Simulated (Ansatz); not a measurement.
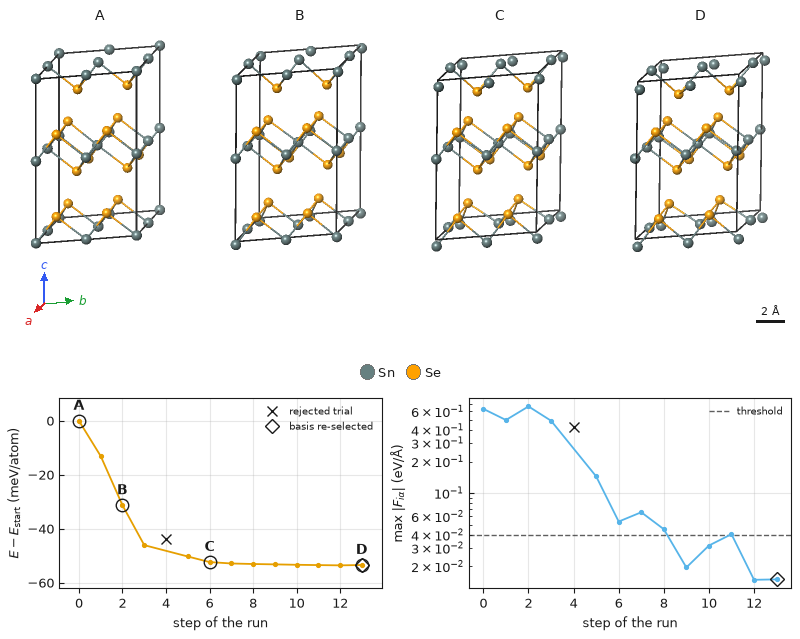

Frames of a relaxation of a crystal of Sn₄Se₇ (a generated structure, set up in P1) (coarse preliminary run), marked on the history of the run. The picture is a ball-and-stick view of the cell of the calculation, reduced to other axes, seen slightly off an axis. Lengths and directions refer to the drawn axes.

Case: 2 of 16 Se atoms taken out at random.

Computed with DFT PBEsol, scalar-relativistic, plane waves, PAW in Ansatz 0.2.0. (plane-wave cutoff 420 eV; k-point mesh 2 × 2 × 1; occupations gaussian; smearing width 0.1 eV; mesh shifted by (0.5, 0.5, 0); no spin polarisation; cell and atoms relaxed; force threshold 0.04 eV/Å; at most 50 steps)

Q: What happens along the run?

A: The largest moves relative to the cell, 0.72 Å, are those of Sn atoms. Largest moves by element: Sn 0.72 Å, Se 0.63 Å. The drawn cell changes as follows: a 7.638 → 7.616 Å (−0.3 %), b 7.638 → 7.688 Å (+0.7 %), c 12.294 → 11.918 Å (−3.1 %), β 90.0° → 85.4°, γ 120.0° → 120.3°; the volume changes by −3.4 %. Some distances before and after: Se–Se 3.728 → 3.232 Å, Se–Se 3.706 → 3.234 Å, Se–Sn 2.704 → 3.174 Å, Se–Sn 2.728 → 3.172 Å. Among the angles between lasting bonds that change: Se–Sn–Se 179.7° → 158.0°, Se–Sn–Se 178.6° → 157.2°, Se–Sn–Se 179.3° → 157.9°. The space group (tolerance 0.01 Å) goes from P1 (No. 1) to Pm (No. 6). Over 11 accepted moves (13 points after the start) the energy falls by 53.4 meV per atom. The largest force component goes from 0.64 to 0.015 eV/Å. Pressure: 0.18 GPa at the start and 0.02 GPa at the end. The line search rejected the trial step at point 4 of the run. The SCF was repeated once at an unchanged geometry on a basis and grid sized afresh for the cell, which shifted the energy by 0.1 meV per atom at most. The run took 4.1 min on 4 threads of Arm Neoverse V2, on a shared host, peak memory 1.5 GiB. From step 0 to 2: a Se atom moves most (0.35 Å), energy −31.3 meV per atom. From step 2 to 6: a Sn atom moves most (0.34 Å), volume −2.8 %, energy −21.0 meV per atom. From step 6 to 13: a Sn atom moves most (0.34 Å), volume −0.7 %, energy −1.1 meV per atom.

Limits of the set-up: layers or molecules are held without a dispersion correction, so their spacing is unreliable.
